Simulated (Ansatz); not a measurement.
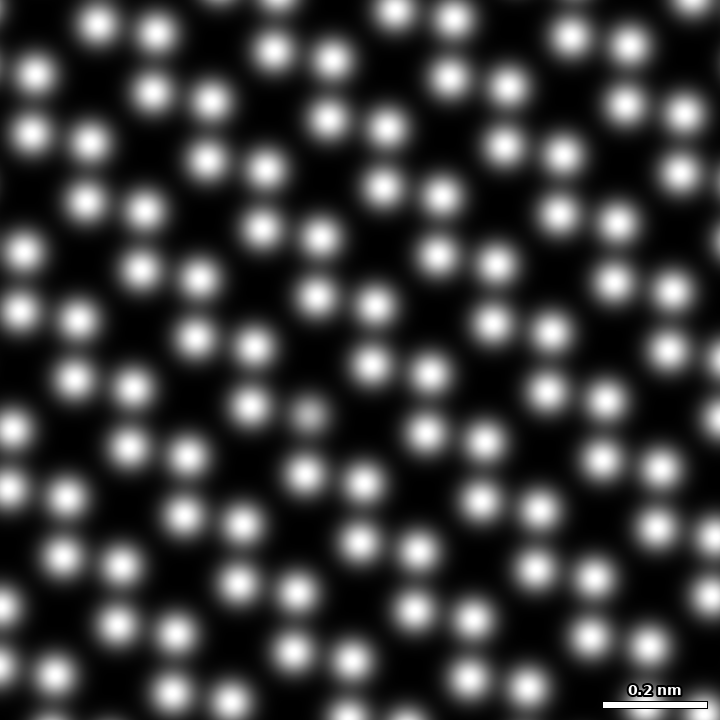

Z-contrast image of Ir (P6_3/mmc, No. 194) along [201]. Simulated incoherent Z contrast: every atom adds Z^1.7 spread by a probe of 0.67 Å full width; channelling and multiple scattering are left out.

The sample is 2 repeats (13.9 Å) thick. One point defect was put into the perfect crystal, without relaxing the atoms around it. Brightness is counted from the darkest point of the image. Host structure: the end point of a relaxation at fixed volume with DFT r2SCAN, scalar-relativistic, plane waves, PAW in Ansatz 0.2.0; the starting structure was generated, so it need not be a known form of this composition.

### Where is the defect (in Å from the left and the top edge), and what does its contrast suggest?

At about 6 Å from the left and 8 Å from the top. The column is dimmer, which points to a vacancy or a lighter atom. The column holds 2 atoms (Ir) through the sample, and one Ir atom is replaced by Rh, so its peak drops to about 70 % of that of its equals.
